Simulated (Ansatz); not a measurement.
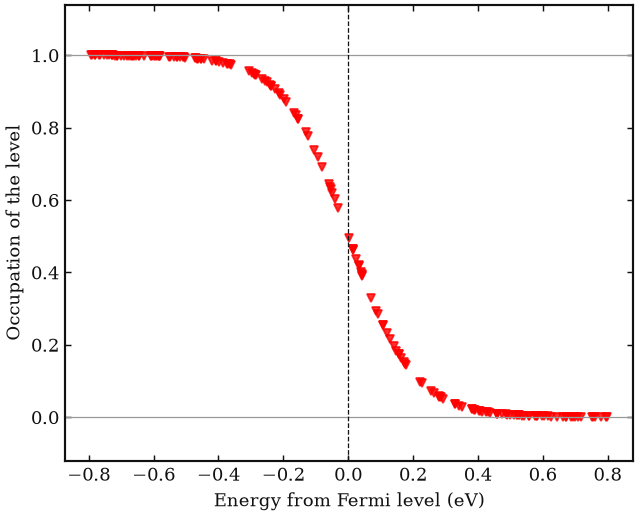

Occupations of the one-electron levels of the k mesh against their energy, from a run on Re, space group R-3m, 3 atoms in the cell, with Ansatz.

Name the smearing function and its width.

Fermi-Dirac smearing with a width of 0.1 eV. The occupations stay between 0 and 1 and have long exponential tails; the slope at the Fermi level is 1/(4 × width).
